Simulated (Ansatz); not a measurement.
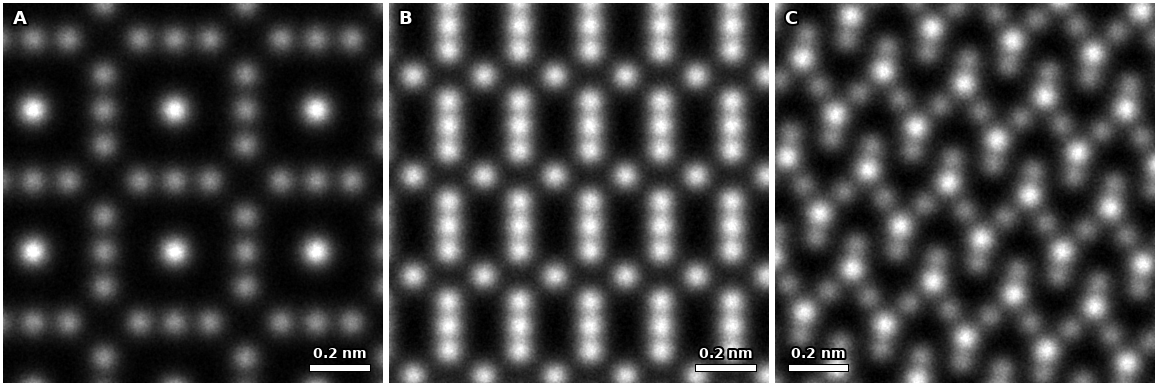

Three views of Rh (Pm-3n, No. 223) along different zone axes. Simulated as the projected potential of neutral atoms (B = 0.5 Å²) blurred by a 0.50 Å probe, the thin-sample limit of integrated differential phase contrast. Shot noise was added. Structure used: coordinates from a relaxation with DFT, r2SCAN, plane waves (500 eV) with PAW, scalar-relativistic (Ansatz 0.2.0); the starting structure was generated, so it need not be a known form of this composition.

Space group Pm-3n (No. 223). a = 4.845 Å, b = 4.845 Å, c = 4.845 Å, α = 90.00°, β = 90.00°, γ = 90.00°
| atom | site | symmetry | x | y | z |
| --- | --- | --- | --- | --- | --- |
| Rh | 2a | m-3. | 0.0000 | 0.0000 | 0.0000 |
| Rh | 6c | -4m.2 | 0.2500 | 0.0000 | 0.5000 |

Q: Match the panels to the zone axes [001], [110] and [211].

A is [001]: projected cell 4.84 × 4.84 Å, 90°, plane group p4mm. B is [110]: projected cell 2.42 × 3.43 Å, 90°, plane group p2mm. C is [211]: projected cell 2.80 × 3.43 Å, 90°, plane group p2mg.
